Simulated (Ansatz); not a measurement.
**BN: single-point calculation**

System: BN (slab, 2 atoms in the cell).
Method: DFT PBE+D3(BJ), scalar-relativistic, plane waves, PAW, no spin polarisation (Ansatz 0.2.0).

The structure derives from an entry of the Crystallography Open Database. Figures and captions count atoms from 1; the log counts them from 0 in places.

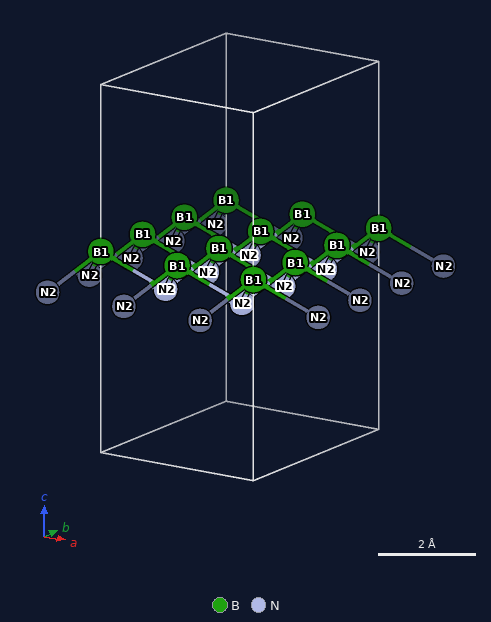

Fig. 1: The structure as given in the input (ball-and-stick view of the 2 × 3 repeat of the cell, with the vacuum cut short, seen slightly off an axis; neighbours outside the cell are drawn fainter; atoms are numbered from 1 in the order of the input).

Input:
```yaml
crystal:
  lattice:
    - [2.48, 0.0, 0.0]
    - [-1.24, 2.1477430014, 0.0]
    - [0.0, 0.0, 26.0]
  atoms:
    - { symbol: B, position: [0.0, 0.0, 0.5137307692] }
    - { symbol: "N", position: [0.6666666667, 0.3333333333, 0.4862692308] }
  periodic: [true, true, false]
basis:
  ecutwfc: 420
kpoints:
  mp_grid: { grid: [12, 12, 1] }
hamiltonian:
  xc: pbe
  dispersion: d3bj
scf:
  occupations: { method: gaussian, width: 0.02 }
output:
  forces: true
  stress: true
  eigenvalues: true
  write_density: true
  write_potential: true
  elf: true
  volumetric_format: npy
```

Command:
```bash
ansatz run input.yaml --threads 1 --pin off --max-ram 3072MiB --backend cpu --events-out ev --progress --plain --runs-dir out
```

Output:
```
Engine: ansatz 0.2.0, aarch64-unknown-linux-gnu
Pseudopotentials: kind: paw
Pseudopotential: B, paw, valence charge 3, recommended cutoff 420 eV (normal), B.paw.azcp
Pseudopotential: N, paw, valence charge 5, recommended cutoff 420 eV (normal), N.paw.azcp
Functional definition: PBE
  parameter kappa = 0.804
  parameter beta = 0.06672455060314922
  exchange = pbe_x(kappa = kappa, mu = beta*pi^2/3)
  correlation = pbe_c(beta = beta)
Crystal: 2 atoms, lattice volume = 138.486 Å³
Basis set: ecut = 420 eV, 2613 PW (Γ), exchange–correlation on 36×36×360 points (8 copies of the dense FFT grid, shifted against one another)
Bands: 8, of which v1, the nominal top of the filled ones, is band 4 counted from 1 (3 counted from 0)
Symmetry: 6 space group operations
Space group: P3m1 (ITA 156), of the structure as read, at distance tolerance 5.2e-5 Å
k-points: 19 of 144 (time reversal used)
Non-local potential: B, projectors of the file, l = 0: 2, l = 1: 2, l = 2: 1
Non-local potential: N, projectors of the file, l = 0: 2, l = 1: 2, l = 2: 1
PAW form: soft (Blöchl's): semilocal exchange-correlation on the pseudo side does not see the compensation charge
PAW one-centre angular grid: B, 110 points (default); XC on 64 Gauss nodes
PAW one-centre angular grid: N, 110 points (default); XC on 64 Gauss nodes
Initial density: superposition of atomic densities (neutral atoms: chi_scale 0, normalization atom), corrected by the library's trained network
Initial wavefunctions: pseudopotential atomic-orbital guess
Functional: x = pbe(κ = 0.804, μ = 0.2195149727645171), c = pbe(β = 0.06672455060314922)
SCF iter   1: F=—  HF=-538.947739 eV  |F-HF|=—  |Δ(HF+E_count)|=         —  Δρ=9.11e-3  dr2=2.64e-1  ethr=1.77e-3  ⟨swp⟩=8.4  Hψ=1523  notcnv=0
preconditioner: auto → none  [insulator: Δε(μ)=0.103 eV  Ē_g=13.355 eV  σ=0.020 eV  W_gap=1.00  n_scr=14 (ndim 8)  ℏωp=8.9 eV  f_vac=0.813  D(μ)=0.00/eV (n_scr^D=0)  ε∞_Penn≈1.4]
SCF iter   2: F=—  HF=-539.141988 eV  |F-HF|=—  |Δ(HF+E_count)|=   1.94e-1  Δρ=2.11e-2  dr2=2.34e0  ethr=1.77e-3  ⟨swp⟩=3.4  Hψ=517  notcnv=0  recentre
preconditioner: auto → LDOS  [insulator: Δε(μ)=0.123 eV  Ē_g=11.905 eV  σ=0.020 eV  W_gap=0.83  n_scr=14 (ndim 8)  ℏωp=8.9 eV  f_vac=0.818  D(μ)=1.47/eV (n_scr^D=10)  ε∞_Penn≈1.6  β→1.0]
SCF iter   3: F=—  HF=-538.915904 eV  |F-HF|=—  |Δ(HF+E_count)|=   2.26e-1  Δρ=4.92e-3  dr2=6.71e-2  ethr=1.77e-3  ⟨swp⟩=3.8  Hψ=482  notcnv=0  defer=1
SCF iter   4: F=—  HF=-538.905234 eV  |F-HF|=—  |Δ(HF+E_count)|=   1.07e-2  Δρ=3.34e-4  dr2=3.13e-4  ethr=8.39e-4  ⟨swp⟩=3.4  Hψ=384  notcnv=0  defer=1
SCF iter   5: F=—  HF=-538.905554 eV  |F-HF|=—  |Δ(HF+E_count)|=   3.20e-4  Δρ=2.95e-4  dr2=4.52e-4  ethr=3.91e-6  ⟨swp⟩=4.0  Hψ=473  notcnv=0  defer=1
SCF iter   6: F=—  HF=-538.905596 eV  |F-HF|=—  |Δ(HF+E_count)|=   4.22e-5  Δρ=5.67e-5  dr2=2.05e-5  ethr=3.91e-6  ⟨swp⟩=3.8  Hψ=288  notcnv=0  defer=1
SCF iter   7: F=—  HF=-538.905616 eV  |F-HF|=—  |Δ(HF+E_count)|=   1.96e-5  Δρ=4.01e-5  dr2=3.47e-6  ethr=2.57e-7  ⟨swp⟩=2.9  Hψ=320  notcnv=0  defer=1
SCF iter   8: F=—  HF=-538.905620 eV  |F-HF|=—  |Δ(HF+E_count)|=   3.96e-6  Δρ=2.12e-5  dr2=1.27e-6  ethr=4.34e-8  ⟨swp⟩=2.9  Hψ=317  notcnv=0  defer=1
SCF iter   9: F=—  HF=-538.905620 eV  |F-HF|=—  |Δ(HF+E_count)|=   8.33e-7  Δρ=7.13e-6  dr2=1.46e-7  ethr=1.58e-8  ⟨swp⟩=2.9  Hψ=286  notcnv=0  defer=1
SCF iter  10: F=-538.905621 eV  HF=-538.905620 eV  |F-HF|=1.06e-8  |Δ(HF+E_count)|=   4.70e-8  Δρ=1.51e-6  dr2=7.70e-9  ethr=1.25e-9  ⟨swp⟩=15.0  Hψ=1325  notcnv=0
SCF 1 converged in 10 iterations: F = -538.905621 eV  dr2 = 7.70e-9
  greatest PAW one-centre occupation: 0.818 electrons in one spin orbital (limit 2), on the N atom at site 1 (counted from 0), in its partial waves of l = 0
```

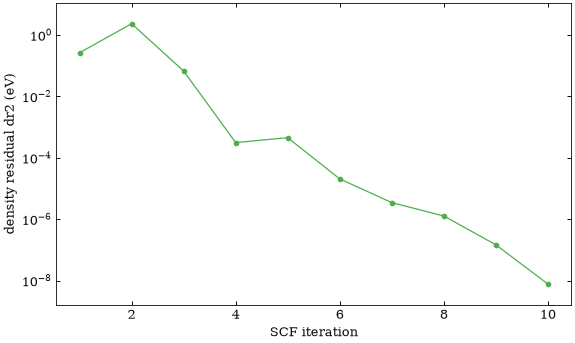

Fig. 2: Convergence of the self-consistent field: density residual dr2 against the SCF iteration. The residual comes down, with one marked jump up, by a factor of about 9, at step 2.

```
WARN: The output density's exchange-correlation potential varies sharply where the density is thin. Do not read a vacuum level from v_tot or v_xc, or from such a field of the output density. On a cell that repeats whose density bears no net charge and no dipole along the vacuum's axis use v_es (v_loc + v_h of the components); under efield.dipole_correction with no amplitude use v_es + v_field, which holds any external_charges[].barrier, or the levels of the report's work_function block, which leave it out; under a non-zero efield.amplitude the vacuum is tilted and has no level; on a cell that repeats and bears such a dipole with no correction it is tilted too, and efield.dipole_correction with no amplitude gives each side of its ramp a level where efield: is served; in a cell that repeats whose density bears a net charge (total_charge, or a fill off its count) it is curved and has none; of a slab under crystal.periodic whose density bears no net charge use v_es, which has a level on each side, short of where the two are joined; of another it falls or rises all the way out and has none; of a slab beside external_charges read slab_vacuum_level instead, which it has where they leave it neutral. The grid or the basis barely resolves most such structure, and the values can differ between equally converged runs; as a rule a tighter scf.convergence.dr2_threshold does not remove it. Where the density itself ripples (under the LDA too) a higher basis.ecutwfc lessens it. The files hold the spikes' plane waves up to the density's cutoff. Files: v_tot_of_output_density and the like, and their columns of v_z.tsv (output.write_potential); v_xc_of_output_density and the like, and their columns of v_comp_z.tsv (output.write_potential_components). Measured: with its Gaussian average of σ = 0.25 Å subtracted twice, the exchange-correlation potential is over 0.1 eV at 1 of the grid points where the equally averaged density (valence and model cores) is under 1e-3 e/Å³, and 0.132 eV at the most among them, at an averaged density of 9.3e-9 e/Å³. The input density's (outcome.potential() and, of a run that writes arrays, v_tot and v_xc) is over 0.1 eV, so measured, at 3 points of its own thin density, 0.193 eV at the most. See output.write_potential in the manual, Limitations
SCF converged after 10 iterations
Free energy (F): -538.905621 eV
Harris-Foulkes:  -538.905620 eV  (|F-HF|=1.06e-8)
Internal energy: -538.905326 eV  (E = F + TS)
E sigma→0 (E₀):  -538.905473 eV
Entropy (-TS):   -0.000294 eV (-0.147 meV/atom)
Fermi energy:    -4.580497 eV
--- Per-component energies (eV) ---
  E_band       = -93.608654
  E_kinetic    = 173.180391
  E_local      = -6574.574893  (includes V_loc(G=0)·N_el)
  E_nonlocal   = 57.916298
  E_hartree    = 3191.114929
  E_xc         = -89.825906
  E_vxc        = -111.301229  (∫ρ·V_xc dr)
  E_paw        = -205.183127  (= ΣΔE_a)
  E_vpaw       = -21.063932  (= ΣTr[D̂ρ^β])
  E_aug_tail   = 0.000086  (compensation charges beyond the density's cutoff)
  E_ewald      = 2908.621921
  E_disp       = -0.155026  (pairwise vdW)
  E_smearing   = -0.000294  (= −TS)
  E_closure    = -0.000000  (closes the sum)
  Σ components = -538.905621   (vs F -538.905621, Δ=0.00e0)
--- Forces (eV/Å), atoms counted from 1 ---
  atom   1  B     -0.00000000     0.00000000    -9.76437077
  atom   2  N      0.00000000    -0.00000000     9.76443253
  max |Σ_I F_I| component: 6.18e-5 eV/Å
--- 2D stress c σ (N/m, compression-positive) ---
        2.808723       0.000000       0.000000
        0.000000       2.808723       0.000000
        0.000000       0.000000       0.000000
  P = ½ c Tr σ = 2.8087 N/m
--- Band table (eV; the first three rows and the last of 19) ---
  k-point 0: bands = ["-22.6714", "-11.4621", "-4.7753", "-4.4070", "-4.4070", "-1.7768 (-1.7970°)", "-0.8557", "0.5244"]
  k-point 1: bands = ["-22.5201", "-11.2906", "-5.1602", "-4.6569", "-4.5668", "-1.5592 (-1.5783°)", "-0.6361", "0.7436"]
  k-point 2: bands = ["-22.0732", "-10.7864", "-6.8106", "-5.2643", "-4.2090", "-0.9111 (-0.9270°)", "0.0201", "1.3971"]
  k-point 18: bands = ["-18.3935", "-11.7460", "-11.4698", "-6.5081", "-3.0509", "1.5211", "5.0660", "8.4274"]
  ° read free of the cell's end (the report's vacuum.weakly_bound_levels)
```

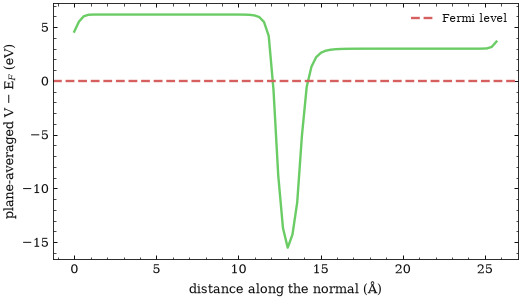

Fig. 3: Plane average of the electrostatic potential energy of an electron across the cell, from the Fermi level. The vacuum level lies 2.99 eV above the Fermi level on the upper side and 6.17 eV on the lower.

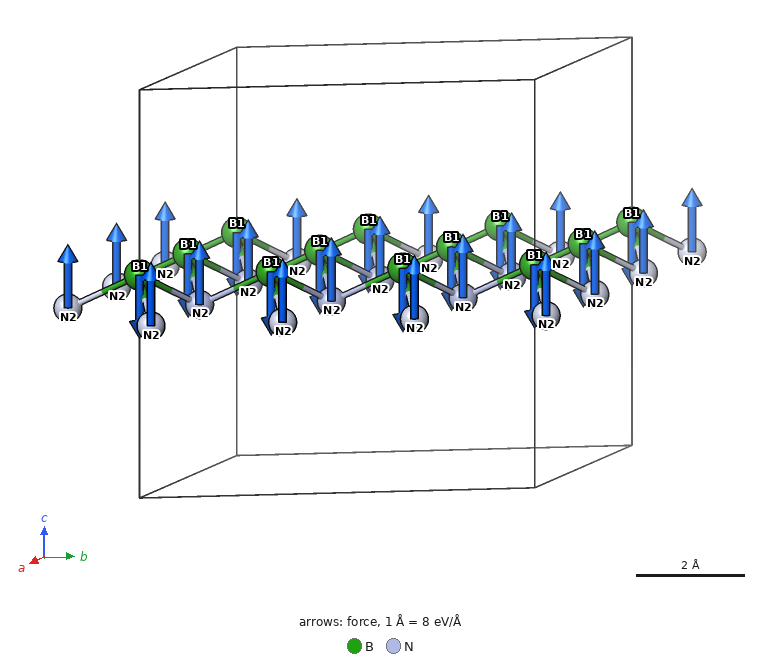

Fig. 4: Forces on the atoms as blue arrows (ball-and-stick view of the 2 × 3 repeat of the cell, with the vacuum cut short, seen slightly off an axis; neighbours outside the cell are drawn fainter; atoms are numbered from 1 in the order of the input). The largest act on N2 (9.76 eV/Å); B1 (9.76 eV/Å). The geometry is not a stationary point of this energy.

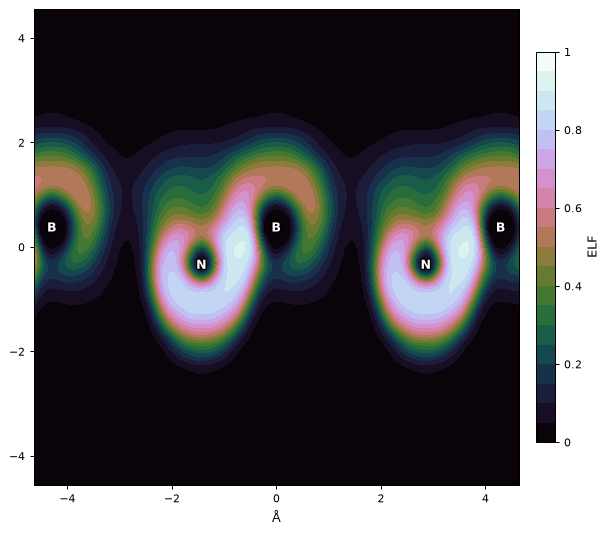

Fig. 5: ELF on the (110) plane of the calculation cell, a cut from vacuum to vacuum. The plane passes through B and N nuclei. Core electrons are frozen (PAW), so the fields are smoothed inside the atomic spheres.

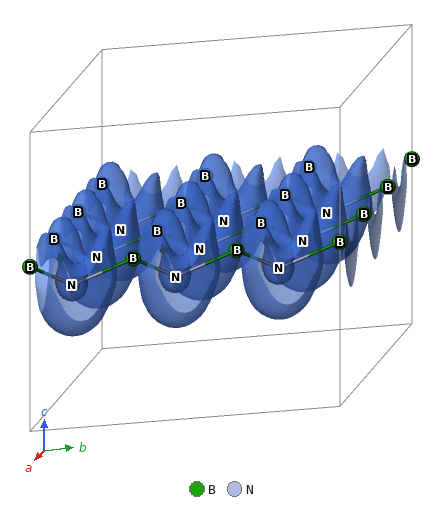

Fig. 6: Isosurface of the ELF at 0.65 (blue), seen slightly off an axis. Core shells and regions of very low density are left out. Sticks mark near contacts. Counts are for one cell; the picture repeats the cell along the surface. Along the contacts the grid gives the following. B–N (1.60 Å): the ELF peaks at about 0.90 between the atoms, which marks a shared but strongly polarised pair.

Results in brief:

```csv
quantity,value
outcome,converged
electrons treated,8
free energy,−538.9056 eV
"work function, top face",2.99 eV
"work function, bottom face",6.17 eV
Fermi energy,−4.580 eV
gap on the k-point mesh,none (metallic)
work function (upper face),2.99 eV
largest force (length of the vector),9.764 eV/Å
hardware,"1 thread of Arm Neoverse V1, 24 GiB of memory available, shared host"
wall time,4.6 s
peak memory,0.33 GiB
```

Remarks:

The program warns: the exchange-correlation potential is rough where the density is thin.
